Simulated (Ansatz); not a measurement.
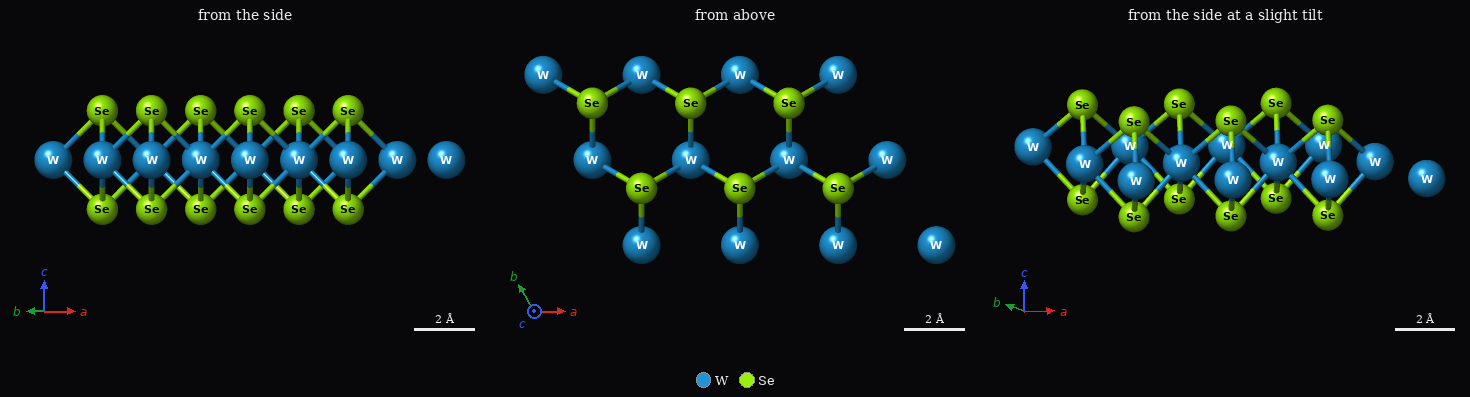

A ball-and-stick picture of a periodic sheet, seen from the side, from above and from the side at a slight tilt. The surface normal points up in side views; the vacuum is left out. 3×2 cells are drawn in the plane, with atoms at the edges repeated.

The cell holds 1 W, 2 Se.

How is each face terminated?

The top face ends in Se, the bottom face in Se. The two faces are alike.

What is the thickness of the slab?

About 3.3 Å from the lowest to the highest atom.

What layers make up the slab, from top to bottom?

Three planes: Se / W / Se.

How are the atoms bonded?

The W atoms are each bonded to six Se in a trigonal prismatic arrangement at about 2.5 Å. Each Se is bonded to three W in a trigonal pyramidal arrangement at about 2.5 Å. Not all metal-metal contacts are counted. The bonds build WSe2 layers parallel to the surface.

The initial geometry was a structure listed in the Materials Project. It was relaxed at fixed volume with DFT r2SCAN, scalar-relativistic, plane waves, PAW (Ansatz).
